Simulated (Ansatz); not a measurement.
## Electronic structure of HPt₄ (slab) in real space

Input

```
crystal:
  lattice:
    - [2.7861346168, 0.0, 0.0]
    - [-1.3930673084, 2.4128633565, 0.0]
    - [0.0, 0.0, 25.8246081658]
  atoms:
    - { symbol: Pt, position: [0.6666666667, 0.3333333333, 0.3291434258] }
    - { symbol: Pt, position: [0.3333333333, 0.6666666667, 0.417232638] }
    - { symbol: Pt, position: [0.0, 0.0, 0.5042935079] }
    - { symbol: Pt, position: [0.6666666667, 0.3333333333, 0.5927277757] }
    - { symbol: H, position: [0.6666666667, 0.3333333333, 0.6577820058] }
basis:
  ecutwfc: 500
kpoints:
  mp_grid: { grid: [12, 12, 1] }
hamiltonian:
  xc: r2scan
scf:
  occupations: { method: gaussian, width: 0.1 }
output:
  forces: true
  eigenvalues: true
  write_density: true
  write_potential: true
  elf: true
  volumetric_format: npy
relax:
  adjacent_minimum: "off"
  f_tol: 0.03
  max_steps: 70
  constraints: [{ sites: [0, 1] }]
efield:
  axis: 3
  dipole_correction: true
```

Launched as:

```sh
ansatz run input.yaml --threads 2 --pin off --max-ram 5120MiB --backend cpu --events-out ev --progress --plain --runs-dir out
```

The fields are those of the relaxed geometry.

Computed without spin polarisation.

Theory: DFT r2SCAN, scalar-relativistic, plane waves, PAW (Ansatz 0.2.0).

In a PAW calculation such maps are meaningful between the atoms, not at the nuclei.

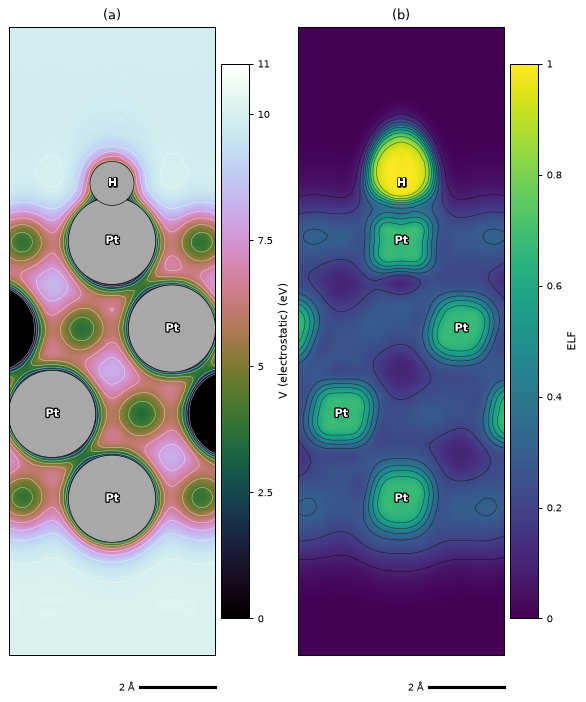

Figure 1. (a) electrostatic potential energy of an electron; (b) electron localisation function on the (110) plane of the calculation cell, a cut from vacuum to vacuum. Grey discs cover the atomic cores in the potential map.

### Describe what can be read from this map.

- The plane passes through Pt and H nuclei.
- Pt–H (1.54 Å): the ELF climbs to about 1 towards the hydrogen.
- Pt–Pt (2.79 Å): the ELF is about 0.25 at the midpoint: no localised pair shows between them.
- Pt–Pt (2.85 Å): the ELF is about 0.25 at the midpoint (no localised pair shows between them).
- The features right at Pt lie inside the PAW spheres, where the map follows smoothed inner orbitals and isn't to be read closely.
- Outside the cores the potential energy rises away from the atoms and is highest in the vacuum; its zero is arbitrary.

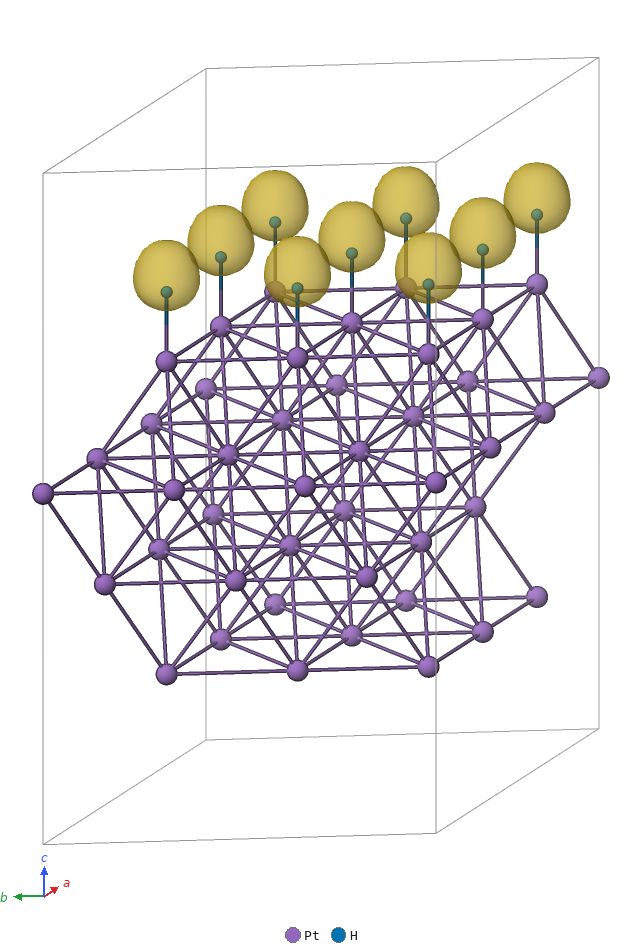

Figure 2. Isosurface of the ELF at 0.85 (yellow), seen at an oblique angle. Only the valence region is drawn (cores and ρ < 0.01 e/Å³ removed). Sticks mark near contacts.

### Identify the bonds, lone pairs and shells in this picture.

The surface consists of one region around a hydrogen nucleus, counted in one cell of 5 atoms. Counts are for one cell; the picture repeats the cell along the surface.

### Metal or insulator at this level of theory?

It is gapless in this calculation (a metal or semimetal).
